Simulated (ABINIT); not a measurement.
## Hf: optical-spectrum calculation (part 2 of 2)

Continued. System: Hf (3 atoms in the cell). Method: Kohn-Sham DFT of a periodic cell, PBEsol, PseudoDojo NC SR PBEsol v0.4.1 standard, no spin polarisation (ABINIT 10.8.3); cutoff 680.28 eV, 10×10×16 k-mesh, cold smearing of 0.1 eV. The structure derives from a Materials Project entry.

**What the program printed, continued**
```
 cartesian forces (eV/Angstrom) at end:
    1      0.00000000000000     0.00000000000000    -0.00000000000000
    2     -0.00000000000000     0.00000000000000    -0.00000000000000
    3      0.00000000000000    -0.00000000000000    -0.00000000000000
 frms,max,avg= 2.1764968E-27 4.9217885E-27   0.000E+00  0.000E+00  0.000E+00 e/A
 length scales=  9.377443784661  9.377443784661  5.832133713444 bohr
              =  4.962329544000  4.962329544000  3.086232250000 angstroms
 Fermi (or HOMO) energy (hartree) =   0.38747   Average Vxc (hartree)=  -0.43923
 Eigenvalues (hartree) for nkpt= 112  k points:
 kpt#   1, nband= 22, wtk=  0.00125, kpt=  0.0000  0.0000  0.0313 (reduced coord)
  -1.88696   -1.87507   -1.87117   -0.73779   -0.73779   -0.73600   -0.73600   -0.72301
  -0.71355   -0.70956   -0.70755   -0.70755    0.12242    0.29618    0.36388    0.36388
   0.36542    0.36542    0.36616    0.42916    0.46568    0.46568
      occupation numbers for kpt#   1
   2.00000    2.00000    2.00000    2.00000    2.00000    2.00000    2.00000    2.00000
   2.00000    2.00000    2.00000    2.00000    2.00000    2.00000    2.00000    2.00000
   2.00000    2.00000    2.00000    0.00000    0.00000    0.00000
 prteigrs : prtvol=0 or 1, do not print more k-points.

--- !EnergyTerms
iteration_state     : {dtset: 1, }
comment             : Components of total free energy in Hartree
kinetic             :  4.34682502427250E+01
hartree             :  2.10761291242192E+01
xc                  : -4.24556495112015E+01
Ewald energy        : -1.17708226248486E+02
psp_core            :  5.34734114019561E+00
local_psp           : -8.67155126844448E+01
non_local_psp       :  7.84823447658326E+00
internal            : -1.69139433460409E+02
'-kT*entropy'       :  4.69763936231481E-05
total_energy        : -1.69139386484016E+02
total_energy_eV     : -4.60251717502481E+03
band_energy         : -2.05898744051095E+01
...

 Cartesian components of stress tensor (hartree/bohr^3)
  sigma(1 1)=  1.04658601E-04  sigma(3 2)=  0.00000000E+00
  sigma(2 2)=  1.04658601E-04  sigma(3 1)=  0.00000000E+00
  sigma(3 3)=  1.01911102E-04  sigma(2 1)=  0.00000000E+00

-Cartesian components of stress tensor (GPa)         [Pressure= -3.0522E+00 GPa]
- sigma(1 1)=  3.07916235E+00  sigma(3 2)=  0.00000000E+00
- sigma(2 2)=  3.07916233E+00  sigma(3 1)=  0.00000000E+00
- sigma(3 3)=  2.99832813E+00  sigma(2 1)=  0.00000000E+00

================================================================================
== DATASET  2 ==================================================================

--- !DatasetInfo
iteration_state: {dtset: 2, }
dimensions: {natom: 3, nkpt: 112, mband: 34, nsppol: 1, nspinor: 1, nspden: 1, mpw: 2683, }
cutoff_energies: {ecut:  25.0, pawecutdg:  -1.0, }
electrons: {nelect:   3.60000000E+01, charge:   0.00000000E+00, occopt:   4.00000000E+00, tsmear:   3.67493222E-03, }
meta: {optdriver: 0, ionmov: 0, optcell: 0, iscf: -3, paral_kgb: 0, }
...

 mkfilename : getden/=0, take file _DEN from output of DATASET   1.

 Real(R)+Recip(G) space primitive vectors, cartesian coordinates (Bohr,Bohr^-1):
 R(1)=  9.3774438  0.0000000  0.0000000  G(1)=  0.1066389  0.0615680  0.0000000
 R(2)= -4.6887219  8.1211045  0.0000000  G(2)=  0.0000000  0.1231360  0.0000000
 R(3)=  0.0000000  0.0000000  5.8321337  G(3)=  0.0000000  0.0000000  0.1714638
 Unit cell volume ucvol=  4.4414732E+02 bohr^3
 Angles (23,13,12)=  9.00000000E+01  9.00000000E+01  1.20000000E+02 degrees

 getcut: wavevector=  0.0000  0.0000  0.0000  ngfft=  45  45  30
         ecut(hartree)=     25.000   => boxcut(ratio)=   2.08465
--------------------------------------------------------------------------------

================================================================================

--- !BeginCycle
iteration_state: {dtset: 2, }
solver: {iscf: -3, nstep: 120, nline: 4, wfoptalg: 0, }
tolerances: {tolwfr: 1.00E-12, }
...

     iter   Etot(hartree)      deltaE(h)  residm     vres2
 Non-SCF case, kpt    1 (  0.00000  0.00000  0.03125), residuals and eigenvalues=
  8.24E-13  5.24E-13  5.33E-13  4.09E-13  4.60E-13  2.95E-13  2.23E-13  1.05E-13
  6.73E-13  1.28E-13  5.67E-13  5.52E-13  9.61E-14  2.92E-13  7.15E-13  3.43E-13
  8.91E-13  3.15E-13  3.64E-13  6.58E-13  3.34E-13  7.65E-13  5.21E-13  1.93E-13
  9.42E-13  3.23E-13  1.73E-13  1.79E-13  2.01E-13  9.89E-13  9.01E-13  2.87E-05
  2.72E-13  1.52E-06
 -1.8870E+00 -1.8751E+00 -1.8712E+00 -7.3779E-01 -7.3779E-01 -7.3600E-01
 -7.3600E-01 -7.2301E-01 -7.1355E-01 -7.0956E-01 -7.0755E-01 -7.0755E-01
  1.2242E-01  2.9618E-01  3.6388E-01  3.6388E-01  3.6542E-01  3.6542E-01
  3.6616E-01  4.2916E-01  4.6568E-01  4.6568E-01  4.9313E-01  4.9313E-01
  4.9704E-01  4.9704E-01  6.3663E-01  6.3663E-01  6.5013E-01  7.2100E-01
  7.7042E-01  7.7088E-01  7.7297E-01  7.7343E-01
 prteigrs : prtvol=0 or 1, do not print more k-points.

--- !ResultsGS
iteration_state: {dtset: 2, }
comment   : Summary of ground state results
lattice_vectors:
- [  9.3774438,   0.0000000,   0.0000000, ]
- [ -4.6887219,   8.1211045,   0.0000000, ]
- [  0.0000000,   0.0000000,   5.8321337, ]
lattice_lengths: [   9.37744,    9.37744,    5.83213, ]
lattice_angles: [ 90.000,  90.000, 120.000, ] # degrees, (23, 13, 12)
lattice_volume:   4.4414732E+02
convergence: {deltae:  0.000E+00, res2:  0.000E+00, residm:  1.000E-12, diffor:  0.000E+00, }
etotal    :  -1.69139386E+02
entropy   :   0.00000000E+00
fermie    :   3.87470747E-01
cartesian_stress_tensor: null
pressure_GPa: null
xred      :
- [  0.0000E+00,   0.0000E+00,   0.0000E+00, Hf]
- [  3.3333E-01,   6.6667E-01,   5.0000E-01, Hf]
- [  6.6667E-01,   3.3333E-01,   5.0000E-01, Hf]
cartesian_forces: null
force_length_stats: {min: null, max: null, mean: null, }
...

 Integrated electronic density in atomic spheres:
 ------------------------------------------------
 Atom  Sphere_radius  Integrated_density
    1        2.00000          8.36718486
    2        2.00000          8.46182710
    3        2.00000          8.46182710
================================================================================

 ----iterations are completed or convergence reached----

 Mean square residual over all n,k,spin=   40.537E-14; max=  99.997E-14
 reduced coordinates (array xred) for    3 atoms
       0.000000000000      0.000000000000      0.000000000000
       0.333333333333      0.666666666667      0.500000000000
       0.666666666667      0.333333333333      0.500000000000

 cartesian coordinates (angstrom) at end:
    1      0.00000000000000     0.00000000000000     0.00000000000000
    2     -0.00000000000000     2.86500229808751     1.54311612500000
    3      2.48116477200000     1.43250114904376     1.54311612500000
 length scales=  9.377443784661  9.377443784661  5.832133713444 bohr
              =  4.962329544000  4.962329544000  3.086232250000 angstroms
 Eigenvalues (hartree) for nkpt= 112  k points:
 kpt#   1, nband= 34, wtk=  0.00125, kpt=  0.0000  0.0000  0.0313 (reduced coord)
  -1.88696   -1.87507   -1.87117   -0.73779   -0.73779   -0.73600   -0.73600   -0.72301
  -0.71355   -0.70956   -0.70755   -0.70755    0.12242    0.29618    0.36388    0.36388
   0.36542    0.36542    0.36616    0.42916    0.46568    0.46568    0.49313    0.49313
   0.49704    0.49704    0.63663    0.63663    0.65013    0.72100    0.77042    0.77088
   0.77297    0.77343
      occupation numbers for kpt#   1
   2.00000    2.00000    2.00000    2.00000    2.00000    2.00000    2.00000    2.00000
   2.00000    2.00000    2.00000    2.00000    2.00000    2.00000    2.00000    2.00000
   2.00000    2.00000    2.00000    0.00000    0.00000    0.00000    0.00000    0.00000
   0.00000    0.00000    0.00000    0.00000    0.00000    0.00000    0.00000    0.00000
   0.00000    0.00000
 prteigrs : prtvol=0 or 1, do not print more k-points.

--- !EnergyTerms
iteration_state     : {dtset: 2, }
comment             : Components of total free energy in Hartree
kinetic             :  4.34682499327451E+01
hartree             :  2.10761291242192E+01
xc                  : -4.24556495112015E+01
Ewald energy        : -1.17708226248486E+02
psp_core            :  5.34734114019561E+00
local_psp           : -8.67155126844448E+01
non_local_psp       :  7.84823503760871E+00
internal            : -1.69139433209364E+02
'-kT*entropy'       :  4.69763901433421E-05
total_energy        : -1.69139386232974E+02
...

--- !EnergyTermsDC
iteration_state     : {dtset: 2, }
comment             : '"Double-counting" decomposition of free energy'
band_energy         : -2.05898743182067E+01
Ewald energy        : -1.17708226248486E+02
psp_core            :  5.34734114019561E+00
xc_dc               : -3.61886740339055E+01
internal            : -1.69139433460403E+02
'-kT*entropy'       :  4.69763901433421E-05
total_energy_dc     : -1.69139386484013E+02
...

================================================================================
== DATASET  3 ==================================================================

--- !DatasetInfo
iteration_state: {dtset: 3, }
dimensions: {natom: 3, nkpt: 112, mband: 30, nsppol: 1, nspinor: 1, nspden: 1, mpw: 2683, }
cutoff_energies: {ecut:  25.0, pawecutdg:  -1.0, }
electrons: {nelect:   3.60000000E+01, charge:   0.00000000E+00, occopt:   4.00000000E+00, tsmear:   3.67493222E-03, }
meta: {optdriver: 8, wfk_task: 7, }
...

 mkfilename : getwfk/=0, take file _WFK from output of DATASET   2.

--------------------------------------------------------------------------------

 Computation of velocity matrix elements (DDK)

 Parameters extracted from the Abinit header:
    ecut:     25.0
    nkpt:    1600
    mband:   34
    nsppol:  1
    nspinor: 1
    useylm:  0
    inclvkb: 2
    bmin: 1, bmax: 34
    Computing diagonal and off-diagonal matrix elements
    Between band index bmin: 1, bmax: 34

== END DATASET(S) ==============================================================
================================================================================

 -outvars: echo values of variables after computation  --------
            acell      9.3774437847E+00  9.3774437847E+00  5.8321337134E+00 Bohr
           etotal1    -1.6913938648E+02
           etotal2    -1.6913938648E+02
           etotal3     0.0000000000E+00
            fcart1     1.9142709428E-29  1.1052048441E-29 -0.0000000000E+00
                      -9.5713547138E-29  1.1052048441E-29 -0.0000000000E+00
                       7.6570837710E-29 -2.2104096882E-29 -0.0000000000E+00
            fcart3     0.0000000000E+00  0.0000000000E+00  0.0000000000E+00
                       0.0000000000E+00  0.0000000000E+00  0.0000000000E+00
                       0.0000000000E+00  0.0000000000E+00  0.0000000000E+00
            rprim      1.0000000000E+00  0.0000000000E+00  0.0000000000E+00
                      -5.0000000000E-01  8.6602540380E-01  0.0000000000E+00
                       0.0000000000E+00  0.0000000000E+00  1.0000000000E+00
           strten1     1.0465860095E-04  1.0465860052E-04  1.0191110177E-04
                       0.0000000000E+00  0.0000000000E+00  0.0000000000E+00
           strten3     0.0000000000E+00  0.0000000000E+00  0.0000000000E+00
                       0.0000000000E+00  0.0000000000E+00  0.0000000000E+00
           xangst      0.0000000000E+00  0.0000000000E+00  0.0000000000E+00
                      -9.1821541925E-17  2.8650022981E+00  1.5431161250E+00
                       2.4811647720E+00  1.4325011490E+00  1.5431161250E+00
             xred      0.0000000000E+00  0.0000000000E+00  0.0000000000E+00
                       3.3333333333E-01  6.6666666667E-01  5.0000000000E-01
                       6.6666666667E-01  3.3333333333E-01  5.0000000000E-01
 Calculation completed.
```

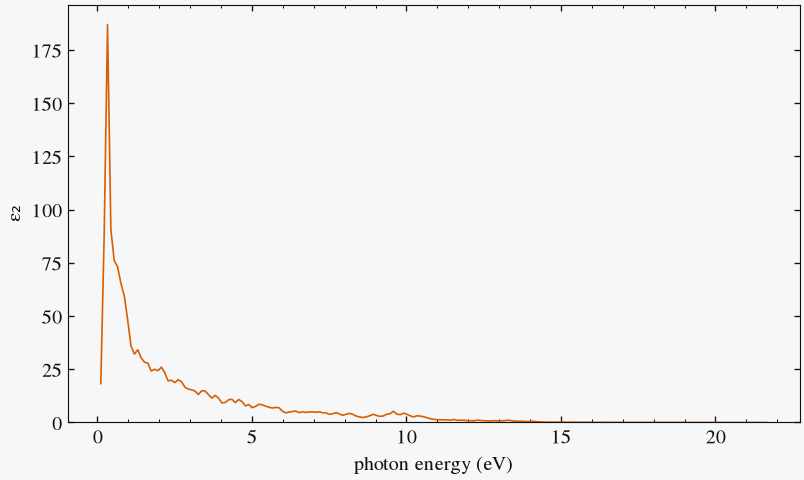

**Figure 1.** Imaginary part of the dielectric function (first component that the program prints). The highest peak, 187.0, lies at 0.33 eV.

The run was set up as follows.

**The input**
```
# Datasets
ndtset 3

# Pseudopotentials
pp_dirpath "./"
pseudos "Hf.upf"

# Structure
acell 4.962329544 4.962329544 3.08623225 Angstrom
rprim
     1.0000000000     0.0000000000     0.0000000000
    -0.5000000000     0.8660254038     0.0000000000
     0.0000000000     0.0000000000     1.0000000000
ntypat 1
znucl 72
natom 3
typat 1 1 1
xred
            0.0            0.0            0.0
            1/3            2/3            1/2
            2/3            1/3            1/2

# Plane-wave basis
ecut 25.0

# k points
ngkpt 10 10 16
nshiftk 1
shiftk 0.0 0.0 0.5
istwfk *1

# Exchange and correlation
ixc -116133

# Bands and occupations
occopt 4
tsmear 0.1 eV

# SCF cycle
nstep 80

# Output
iomode 3
prteig 0
prtebands 0

# Dataset 1: ground state
nband1 22
tolvrs1 1.0e-12
prtden1 1
prtwf1 0
kptopt1 1

# Dataset 2: empty bands at fixed density
iscf2 -3
getden2 1
nband2 34
nbdbuf2 4
tolwfr2 1.0e-12
nstep2 120
prtden2 0
kptopt2 1

# Dataset 3: wave functions and velocity matrix elements in the full zone
optdriver3 8
wfk_task3 "wfk_optics_fullbz"
getwfk3 2
nband3 30
kptopt3 1
prtevk3 1
inclvkb3 2
```

**File optic.abi**
```
&FILES
 ddkfile_1 = 'runo_DS3_1_EVK.nc',
 ddkfile_2 = 'runo_DS3_2_EVK.nc',
 ddkfile_3 = 'runo_DS3_3_EVK.nc',
 wfkfile = 'runo_DS3_WFK.nc'
/
&PARAMETERS
 broadening = 0.001837,
 domega = 0.002,
 maxomega = 0.8,
 scissor = 0.000000,
 tolerance = 0.002
/
&COMPUTATIONS
 num_lin_comp = 2,
 lin_comp = 11,33,
 num_nonlin_comp = 0
/
```

Launch command:
```bash
mpirun --bind-to none -np 4 abinit run.abi > log 2>&1
optic optic.abi > optic.log 2>&1
```

**Key numbers**

| quantity | value |
| --- | --- |
| outcome | converged |
| space group (tolerance 0.01 Å) | P6/mmm (191) |
| electrons treated | 36 |
| free energy | −4602.5172 eV |
| Fermi energy | 10.544 eV |
| pressure | −3.05 GPa |
| largest force (length of the vector) | under 0.001 eV/Å |
| hardware | 4 threads of Intel Xeon (Sapphire Rapids), 64 GiB of memory available, shared host |
| wall time | 2.7 min (CPU time 10 min) |
| peak memory | 3.8 GiB |

**Remarks**

Further notes kept with the run: Slow version without MPI-IO support. Processors send data to master. Points of doubt noted for this run: cutoff too low for stress; no intraband term. Spin–orbit coupling is left out, which matters for Hf.
